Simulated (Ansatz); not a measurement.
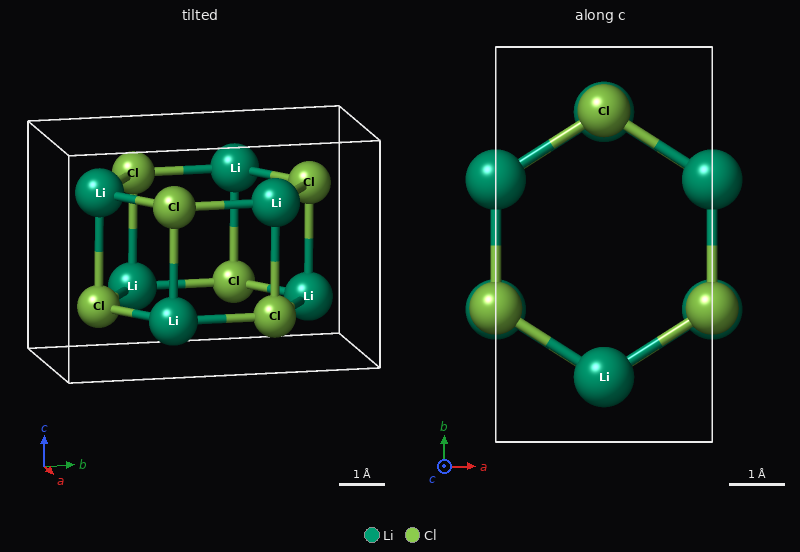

Crystal structure, ball-and-stick style, seen slightly off an axis and along the c axis. The conventional unit cell is outlined; an atom on or near a face, edge or corner is repeated at each equivalent position.

LiCl, space group Cmcm (No. 63), a = 3.950 Å, b = 7.209 Å, c = 5.233 Å, α = 90.00°, β = 90.00°, γ = 90.00°. The cell started as a structure type filled with these elements by a generator (whether the compound takes this form wasn't checked). The cell was then strained or its atoms displaced on purpose. Ansatz was used for an electronic-structure calculation on it.

This one geometry was computed with Ansatz (DFT, plane waves, PAW) at three levels of theory: HSE06, PBE and r2SCAN. It was relaxed with r2SCAN and then strained.

**How does the band gap change with the level of theory?**

PBE: a gap of 5.79 eV, direct; r2SCAN: a gap of 6.45 eV, direct; HSE06: a gap of 7.09 eV, direct.

**Collect the results in a table.**

| level | cutoff (eV) | k-mesh of the run's cell | gap (eV) | pressure (GPa) |
| --- | --- | --- | --- | --- |
| HSE06 | 420 | 6×6×4 | 7.09 | 1.8 |
| PBE | 420 | 12×12×6 | 5.79 | 2.3 |
| r2SCAN | 500 | 12×12×6 | 6.45 | 1.7 |

Gaps are taken on the k-mesh or band path of each run.
